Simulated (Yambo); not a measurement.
System: zincblende SiC, space group F-43m (No. 216), 2 atoms in the primitive cell; cubic a = 4.358 Å. Starting point: PBEsol, PseudoDojo 0.4.1 SR PBEsol standard, no spin polarisation, no spin-orbit coupling, 6×6×6 k mesh, 1116 eV cutoff, fixed occupations (Yambo). Many-body step: HF with cutoff of exchange and Vxc 82 Ry.

In PBEsol the smallest gap over these k points is 1.24 eV, with direct gaps of 4.46 eV at X, 6.17 eV at Γ and 6.42 eV at L.

### What does HF give?

Over the k points that were corrected, the smallest gap goes from 1.24 eV in PBEsol (Γ to X) to 8.09 eV in HF (Γ to X), a change of +6.85 eV (+552 %). Counted from the valence top, the lowest empty level moves by +6.85 eV at X, +8.30 eV at Γ and +7.90 eV at L; over the 16 points that were corrected the shifts run from +6.85 to +8.33 eV: a spread of 1.48 eV on a mean of 7.72 eV, so one scissor shift doesn't describe this level. Only two empty levels a point were corrected, so a higher one could drop under them. The top filled level also moves against the valence top, by −1.24 eV at (0.17, −0.50, −0.33). Down to 7.8 eV under the top, the filled levels drop by about 0.38 eV more for each eV of depth, so the valence band is stretched by about 38 %.

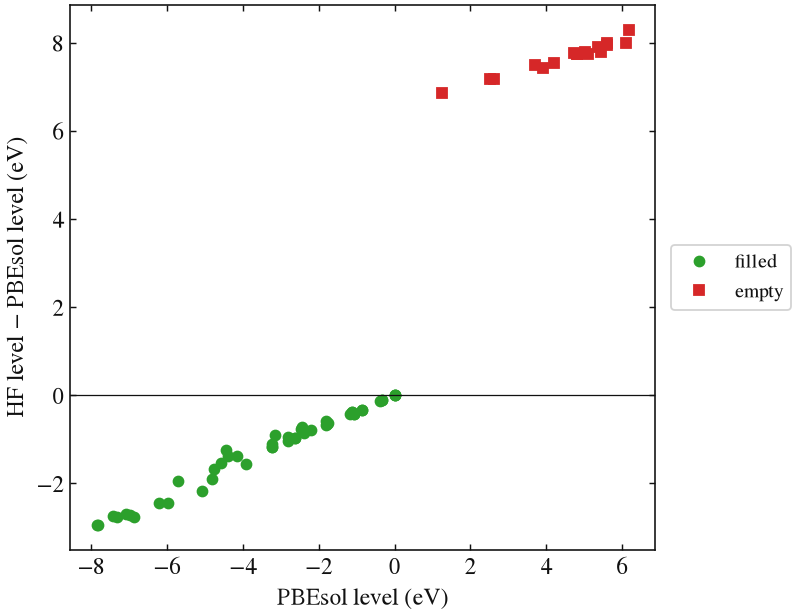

Change of each level from PBEsol to HF against its PBEsol energy, both sets counted from their own valence top. Levels over 8 eV under the top or 5 eV above the conduction bottom aren't drawn.

```
k point  PBEsol direct gap (eV)  HF direct gap (eV)
      X                    4.46               12.49
      Γ                    6.17               14.47
      L                    6.42               14.74
```

Hartree-Fock has no screening and overstates gaps by far. The k mesh is thin for exact exchange.
